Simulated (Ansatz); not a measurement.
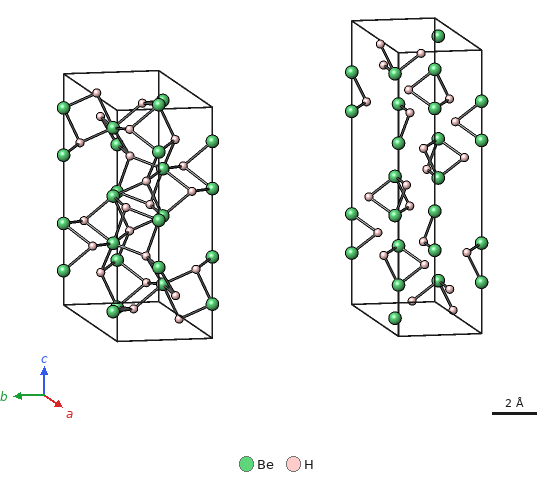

Two geometries of crystalline Be2H3 (built on the corundum_167 type) (coarse preliminary run), drawn at one scale. One is the start of a relaxation, the other its converged end. The picture is a ball-and-stick view of the conventional cell (3 times the calculation's cell), seen from a free direction. Lengths and directions refer to the drawn axes.

These are results of DFT PBE, scalar-relativistic, plane waves, PAW (Ansatz), not measurements. Settings: plane-wave cutoff 420 eV; k-point mesh 6 × 6 × 6; occupations gaussian; smearing width 0.1 eV; no spin polarisation; cell and atoms relaxed; force threshold 0.04 eV/Å; at most 70 steps.

### Which one is relaxed?

The right one is the relaxed one. Case: corundum type (R-3c, No. 167). The largest moves relative to the cell, 0.49 Å, are those of Be atoms. By element the largest moves are Be 0.49 Å, H 0.03 Å. Cell: a = b 4.418 → 3.853 Å (−12.8 %), c 12.062 → 14.807 Å (+22.8 %). Volume −6.6 %. Near-neighbour distances that change, for instance: Be–H 1.830 → 1.586 Å, Be–H 1.722 → 1.959 Å. The space group stays R-3c (No. 167). The energy falls by 124 meV per atom in 11 accepted moves (14 points after the start). The largest force component goes from 0.21 to 0.0048 eV/Å. Pressure: −9.79 GPa at the start and 0.03 GPa at the end. The line search rejected the trial step at point 7 of the run. At 2 points the geometry stayed and the basis and grid were re-selected for the new cell (energy shift of 2.2 meV per atom at most each time). Cost: 18 s on 1 thread of Intel(R) Xeon(R) 6975P-C (Granite Rapids), on a shared host, peak memory 0.41 GiB.
